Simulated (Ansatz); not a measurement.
Consider Ta (slab).

```xyz
7
Lattice="3.3191 0.0000 0.0000 0.0000 3.3191 0.0000 0.0000 0.0000 24.9572" Properties=species:S:1:pos:R:3 pbc="T T T"
Ta    1.6595    1.6595    7.6623
Ta    0.0000    0.0000    9.1228
Ta    1.6595    1.6595   10.7865
Ta    0.0000    0.0000   12.4786
Ta    1.6595    1.6595   14.1707
Ta    0.0000    0.0000   15.8343
Ta    1.6595    1.6595   17.2948
```

Computed without spin polarisation.

The calculation used Ansatz, DFT PBE, scalar-relativistic, plane waves, PAW.

### What can the converged valence pseudo-density and electron localisation function tell about the bonding?

Ta–Ta (2.76 Å): the density is about 0.36 e/Å³ at the midpoint; the ELF is about 0.30 at the midpoint.
Ta–Ta (2.88 Å): ρ is about 0.31 e/Å³ halfway; the ELF is about 0.35 at the midpoint.

### Does the calculation make it a metal, or give it a gap?

It is metallic or semimetallic at this level of theory: no gap opens.

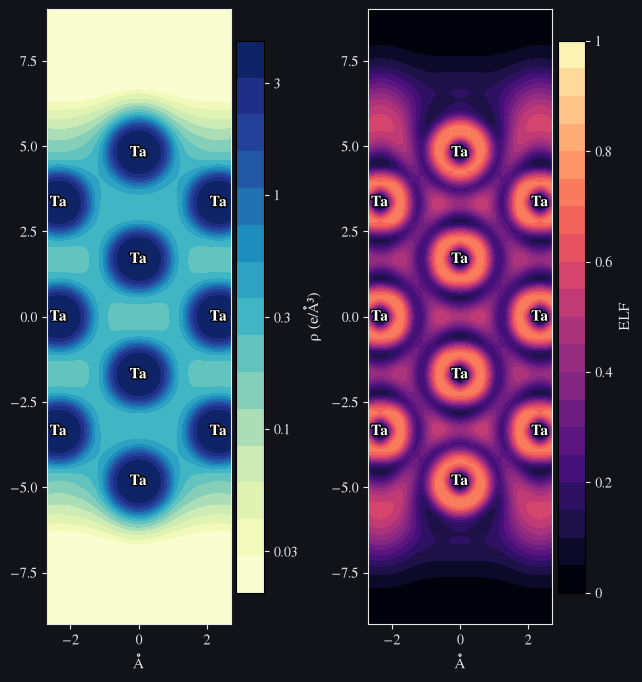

Computed valence pseudo-density and electron localisation function on the (110) plane of the calculation cell, a cut from vacuum to vacuum, in this order. 

Core electrons are frozen (PAW), and the valence fields are smoothed inside the atomic spheres.
